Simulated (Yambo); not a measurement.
System: zincblende MgS, space group F-43m (No. 216), 2 atoms in the primitive cell; cubic a = 5.666 Å. Starting point: PBE, PseudoDojo 0.4.1 SR PBE standard, no spin polarisation, no spin-orbit coupling, 4×4×4 k mesh, 1143 eV cutoff, fixed occupations (Yambo). Many-body step: GW with frequency dependence of W plasmon pole, bands in the response 108, bands in the self-energy 108, cutoff of the response matrix 6 Ry and cutoff of exchange and Vxc 84 Ry.

In PBE the smallest gap over these k points is 3.44 eV, with direct gaps of 3.44 eV at Γ, 4.92 eV at X and 5.43 eV at L.

What does GW give?

Answer. Over the k points that were corrected, the smallest gap goes from 3.44 eV in PBE (direct at Γ) to 6.18 eV in GW (direct at Γ), a change of +2.74 eV (+80 %). Counted from the valence top, the lowest empty level moves by +2.74 eV at Γ, +2.74 eV at X and +2.70 eV at L; over the 8 points that were corrected the shifts run from +2.70 to +2.77 eV: a spread of 0.07 eV on a mean of 2.73 eV, so one scissor shift describes this level well. The quasiparticle weight (renormalisation factor) lies between 0.79 and 0.86 for the top filled and first empty levels.

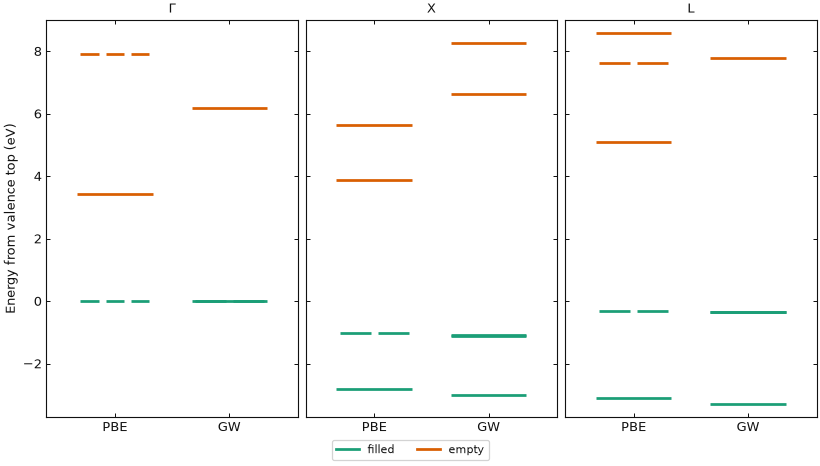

Levels at Γ, X and L in PBE and in GW, each set counted from its own valence top. Only the states that were corrected are drawn, so degenerate partners can be missing.

| k point | PBE direct gap (eV) | GW direct gap (eV) |
| --- | --- | --- |
| Γ | 3.44 | 6.18 |
| X | 4.92 | 7.73 |
| L | 5.43 | 8.15 |

The k mesh is coarse (spacing up to 0.48 Å⁻¹), so the values aren't converged. Between passes the levels were reset to the linearisation about the Kohn-Sham level, since this version mixes two points of expansion; the levels printed in its table differ. The usual form of MgS is rocksalt. Bands, cutoffs and mesh are finite, so these values aren't at the basis limit.
